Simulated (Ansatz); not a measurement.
Input

```
crystal:
  lattice:
    - [0.0, 3.1893303454, 3.2212236489]
    - [3.1893303454, 0.0, 3.2212236489]
    - [3.1893303454, 3.1893303454, 0.0]
  atoms:
    - { symbol: Sn, position: [0.0, 0.0, 0.0] }
    - { symbol: Te, position: [0.5, 0.5, 0.5] }
kpoints:
  mp_grid: { grid: [8, 8, 8] }
  band_path:
    path:
      - [0.0, 0.0, 0.0]
      - [0.5, 0.0, 0.5]
      - [0.625, 0.25, 0.625]
      - [0.375, 0.375, 0.75]
      - [0.5, 0.5, 0.5]
      - [0.5, 0.25, 0.75]
      - [0.0, 0.0, 0.5]
    npoints: 1
hamiltonian:
  xc: r2scan
scf:
  occupations: { method: fermi_dirac, width: 0.02 }
  n_extra_bands: 4
output:
  forces: true
  stress: true
  eigenvalues: true
  write_density: true
  write_potential: true
  elf: true
  volumetric_format: npy
```

Run with:

```sh
ansatz run input.yaml --threads 2 --pin off --max-ram 18432MiB --backend cpu --events-out ev --progress --plain --runs-dir out
```

Below, planes, directions and counts refer to the conventional cell (a = 4.51 Å, b = 4.51 Å, c = 6.44 Å, α = 90.00°, β = 90.00°, γ = 90.00°).

Space group I4/mmm; started from the rocksalt prototype, which need not be the ambient phase; changed on purpose from its base cell (uniaxial z strain +1.0%).

Computed with DFT, r2SCAN, plane waves, PAW (Ansatz 0.2.0).

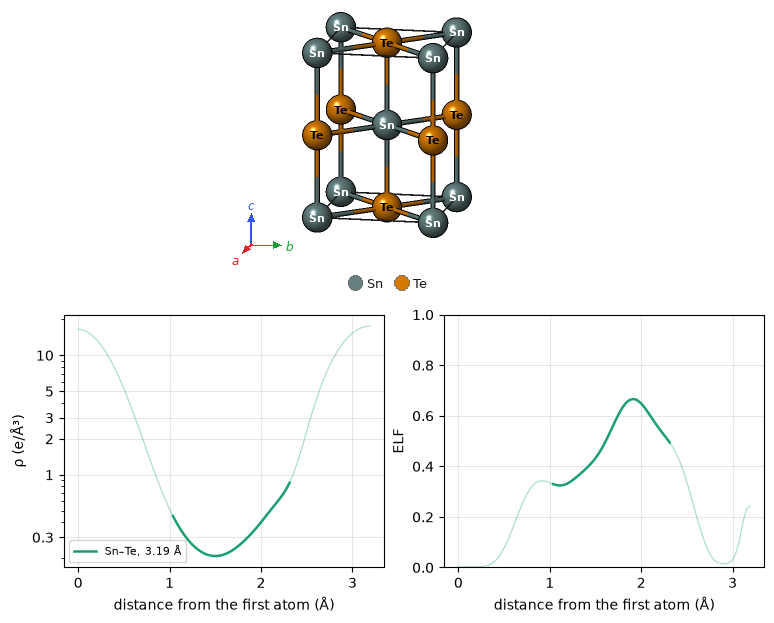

SnTe. Valence electron density and electron localisation function along straight lines between neighbouring atoms. Thin, pale parts lie inside the atomic spheres. The structure is drawn too.

The density is the valence pseudo-density of a PAW calculation; it isn't the true density close to the nuclei.

Q: What can be read from the curves?

A: Sn–Te (3.19 Å): the density is about 0.22 e/Å³ at the midpoint; the ELF peaks at about 0.65 in the valence shell of Te, 1.3 Å from its nucleus, and drops to about 0.30 between the two atoms.
